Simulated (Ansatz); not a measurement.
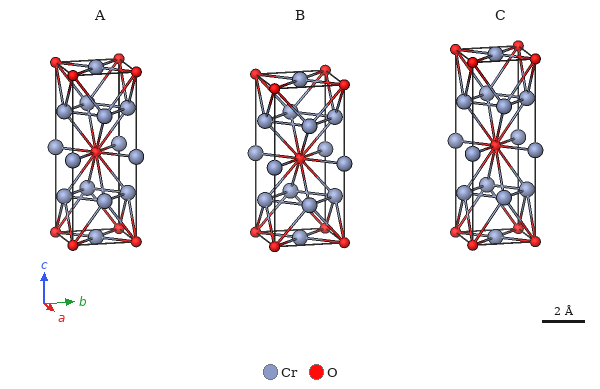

3 geometries from one relaxation of solid Cr3O (built on the TiAl3 (D0_22)_139 type) (coarse preliminary run), in shuffled order. The picture is a ball-and-stick view of the conventional cell (2 times the calculation's cell), seen slightly off an axis. Lengths and directions refer to the drawn axes.

Case: TiAl3 (D0_22) type (I4/mmm, No. 139).

All numbers below come from Ansatz 0.2.0, DFT PBE, scalar-relativistic, plane waves, PAW. (plane-wave cutoff 420 eV; k-point mesh 8 × 8 × 8; occupations gaussian; smearing width 0.1 eV; collinear spin; cell and atoms relaxed; force threshold 0.04 eV/Å; at most 70 steps)

Put them in the order of the run, from the start to the converged end.

Answer. B, A, C. They are steps 0, 3, 10, at +185 meV per atom, +24.6 meV per atom relative to the last. No atom moves by more than 0.005 Å relative to the cell. The volume changes by −6.6 %, with a = b 3.480 → 3.126 Å (−10.2 %), c 7.773 → 8.992 Å (+15.7 %). Among the contacts that change: Cr–O 2.461 → 2.211 Å, Cr–Cr 2.461 → 2.211 Å, Cr–O 2.608 → 2.738 Å, Cr–Cr 2.608 → 2.738 Å. The space group stays I4/mmm (No. 139). The energy falls by 185 meV per atom in 8 accepted moves (10 points after the start). All forces vanish by symmetry, so only the cell relaxes. The pressure goes from −10.96 to 0.13 GPa. At 2 points the geometry stayed and the basis and grid were re-selected for the new cell (energy shift of 6.3 meV per atom at most each time). The run took 3.2 min on 1 thread of Arm Neoverse V1, on a shared host, peak memory 0.45 GiB.
